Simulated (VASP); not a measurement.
The cell below is TiO2 in space group P2_1/c. The cell is taken from a cell listed in the Materials Project, as set up for an electronic-structure calculation.

```
Ti O
1.0
     4.81270    0.00000    0.00000
     0.00000    4.87188    0.00000
    -0.86289    0.00000    4.96659
Ti O
4 8
Direct
  0.27744 0.05281 0.21315
  0.72256 0.55281 0.28685
  0.72256 0.94719 0.78685
  0.27744 0.44719 0.71315
  0.06384 0.17697 0.85156
  0.93616 0.67697 0.64844
  0.93616 0.82303 0.14844
  0.06384 0.32303 0.35156
  0.44536 0.75763 0.46677
  0.55464 0.25763 0.03323
  0.55464 0.24237 0.53323
  0.44536 0.74237 0.96677
```

Hard-sphere model; Shannon crystal radii (six-coordinate where tabulated): Ti 0.74 Å, O 1.26 Å.

Question: Find the largest hole by geometry, and further ones that a grid search gives (radius above 0.15 Å; smaller ones may be missed, and maxima closer than 0.25 Å are merged).

Answer:
| hole | site | x, y, z | radius (Å) | nearest atoms | shape |
| --- | --- | --- | --- | --- | --- |
| V1 | 4e | 0.858, 0.017, 0.459 | 0.66 | 4 O (then 2 O) | distorted tetrahedral |
| V2 | 4e | 0.654, 0.508, 0.792 | 0.58 | 4 O (then 1 O + 1 Ti) | distorted tetrahedral |
| V3 | 4e | 0.230, 0.589, 0.186 | 0.54 | 4 O | 4-coordinate |
| V4 | 2c | 0.000, 0.000, 0.500 | 0.53 | 2 O (then 2 O) | linear |
| V5 | 4e | 0.883, 0.153, 0.099 | 0.38 | 4 O | tetrahedral |

Nearest atoms are those whose sphere lies within 0.15 Å of the hole's sphere; in brackets, those within 0.5 Å. The largest sphere that fits anywhere has a diameter of 1.31 Å; the largest that can travel through the crystal, about 0.6 Å.

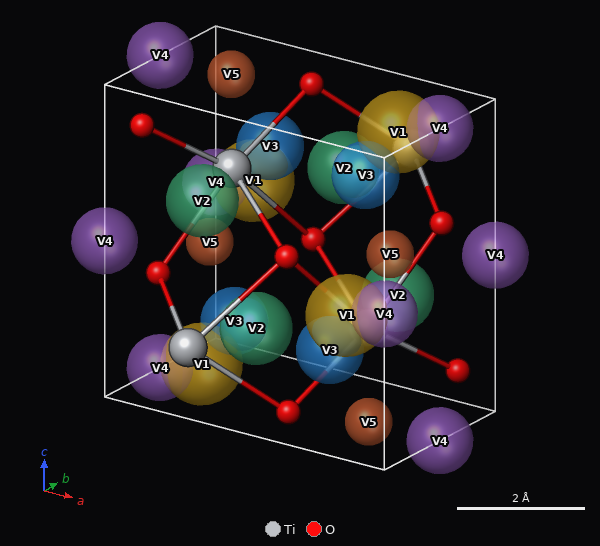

Translucent spheres (V1, V2, V3, V4, V5) fill the 5 holes listed first by a grid search for holes with a radius above 0.15 Å (the largest is sure; smaller ones may be missed, and maxima closer than 0.25 Å are merged) at their true size; atoms are drawn smaller than their model radii. View slightly off an axis.
